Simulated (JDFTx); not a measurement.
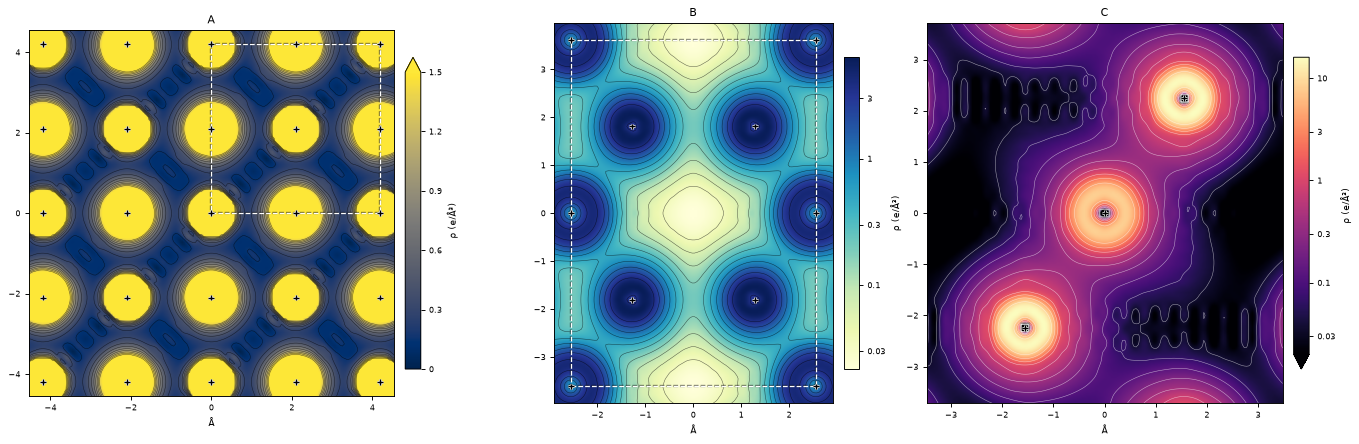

The valence charge density (pseudo) of 3 systems, each on a plane through atoms (crosses mark nuclei in the plane).

These are results of JDFTx, Kohn-Sham DFT of a periodic cell, PBEsol, PseudoDojo-SR-PBEsol-0.4.1-standard, not measurements.

System 1: HfO2, the (101) plane of the conventional cell. Space group Fm-3m; computed pressure about −13 GPa in this cell.

System 2: SnSe2, the (110) plane of the conventional cell. Space group P-3m1.

```
CELL_PARAMETERS angstrom
3.88574 0.00000 0.00000
-1.94287 3.36515 0.00000
0.00000 0.00000 6.25634
ATOMIC_POSITIONS crystal
Sn 0.00000 0.00000 0.00000
Se 0.66667 0.33333 0.75100
Se 0.33333 0.66667 0.24900
```

System 3: MgO, the (010) plane of the conventional cell. Space group Fm-3m; a structure from a database of computed crystals, not necessarily the ambient phase; computed pressure about 2 GPa in this cell.

```cif
data_structure
_symmetry_space_group_name_H-M 'P 1'
_symmetry_Int_Tables_number 1
_cell_length_a 4.1940
_cell_length_b 4.1940
_cell_length_c 4.1940
_cell_angle_alpha 90.000
_cell_angle_beta 90.000
_cell_angle_gamma 90.000
_cell_volume 73.77
loop_
_atom_site_label
_atom_site_type_symbol
_atom_site_fract_x
_atom_site_fract_y
_atom_site_fract_z
_atom_site_occupancy
Mg1 Mg 0.00000 0.00000 0.00000 1
Mg2 Mg 0.50000 0.50000 0.00000 1
Mg3 Mg 0.50000 0.00000 0.50000 1
Mg4 Mg 0.00000 0.50000 0.50000 1
O1 O 0.50000 0.00000 0.00000 1
O2 O 0.00000 0.50000 0.00000 1
O3 O 0.00000 0.00000 0.50000 1
O4 O 0.50000 0.50000 0.50000 1
```

**Which map belongs to which system?**

Panel A is system 3, MgO: the plane holds Mg and O. Mg–O (2.10 Å): the density is about 0.34 e/Å³ at the midpoint. Panel B is system 1, HfO2: the plane holds Hf and O. Hf–O (2.21 Å): ρ at the midpoint is about 0.49 e/Å³. Panel C is system 2, SnSe2: the plane holds Sn and Se. Sn–Se (2.73 Å): ρ at the midpoint is about 0.38 e/Å³.
